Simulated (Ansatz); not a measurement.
The Ansatz input:

```
crystal:
  lattice:
    - [2.9389940238, 0.0, 0.0]
    - [0.0, 6.4930046438, 0.0]
    - [0.0, 0.0, 27.279067251]
  atoms:
    - { symbol: O, position: [0.0, 0.0, 0.2749360867] }
    - { symbol: Ti, position: [0.0, 0.5, 0.3214838712] }
    - { symbol: Ti, position: [0.5, 0.0, 0.3214838712] }
    - { symbol: O, position: [0.5, 0.3044387441, 0.3214838712] }
    - { symbol: O, position: [0.5, 0.6955612559, 0.3214838712] }
    - { symbol: O, position: [0.0, 0.0, 0.3680316557] }
    - { symbol: O, position: [0.0, 0.5, 0.3939468393] }
    - { symbol: Ti, position: [0.0, 0.0, 0.4404946237] }
    - { symbol: Ti, position: [0.5, 0.5, 0.4404946237] }
    - { symbol: O, position: [0.5, 0.8044387441, 0.4404946237] }
    - { symbol: O, position: [0.5, 0.1955612559, 0.4404946237] }
    - { symbol: O, position: [0.0, 0.5, 0.4870424082] }
    - { symbol: O, position: [0.0, 0.0, 0.5129575918] }
    - { symbol: Ti, position: [0.0, 0.5, 0.5595053763] }
    - { symbol: Ti, position: [0.5, 0.0, 0.5595053763] }
    - { symbol: O, position: [0.5, 0.3044387441, 0.5595053763] }
    - { symbol: O, position: [0.5, 0.6955612559, 0.5595053763] }
    - { symbol: O, position: [0.0, 0.0, 0.6060531607] }
    - { symbol: O, position: [0.0, 0.5, 0.6319683443] }
    - { symbol: Ti, position: [0.0, 0.0, 0.6785161288] }
    - { symbol: Ti, position: [0.5, 0.5, 0.6785161288] }
    - { symbol: O, position: [0.5, 0.8044387441, 0.6785161288] }
    - { symbol: O, position: [0.5, 0.1955612559, 0.6785161288] }
    - { symbol: O, position: [0.0, 0.5, 0.7250639133] }
basis:
  ecutwfc: 420
kpoints:
  mp_grid: { grid: [9, 4, 1] }
hamiltonian:
  xc: pbesol
scf:
  occupations: { method: gaussian, width: 0.05 }
output:
  forces: true
  stress: true
  eigenvalues: true
  write_density: true
  write_potential: true
  elf: true
  volumetric_format: npy
efield:
  axis: 3
  dipole_correction: true
  ramp_width: 0.04
```

Command:
```bash
ansatz run input.yaml --threads 2 --pin off --max-ram 5120MiB --backend cpu --events-out ev --progress --plain --runs-dir out
```

What does the potential across the slab give for the band edges against vacuum?

From the vacuum level at the right face the ionisation potential is 7.15 eV and the electron affinity 5.80 eV; the left face gives the same. The slab's gap, their difference before rounding, is 1.36 eV. The two vacuum levels agree, so the slab has no net dipole along its normal. The outermost atoms are 12.3 Å apart, which leaves 15.0 Å of vacuum in a cell 27.3 Å high.

The atoms aren't at rest in this cell (largest force 3.6 eV/Å), so the relaxed material can differ.

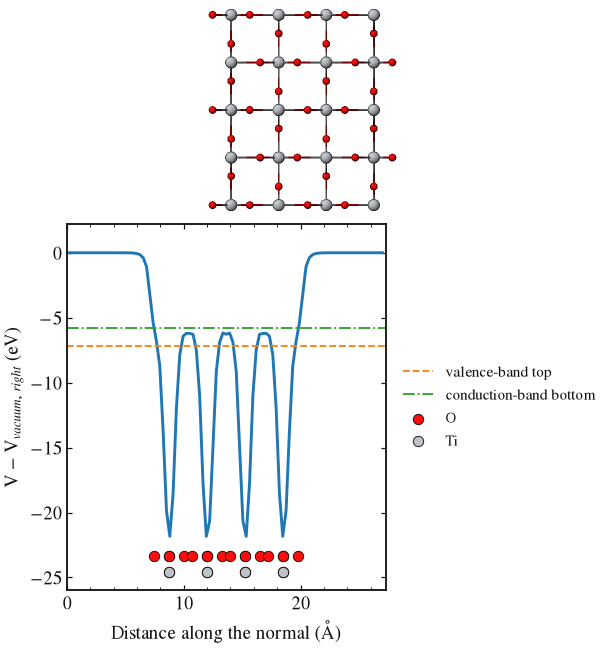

Plane-averaged electrostatic potential energy of an electron across the slab; circles at the bottom mark the heights of the atoms. The structure is drawn too.
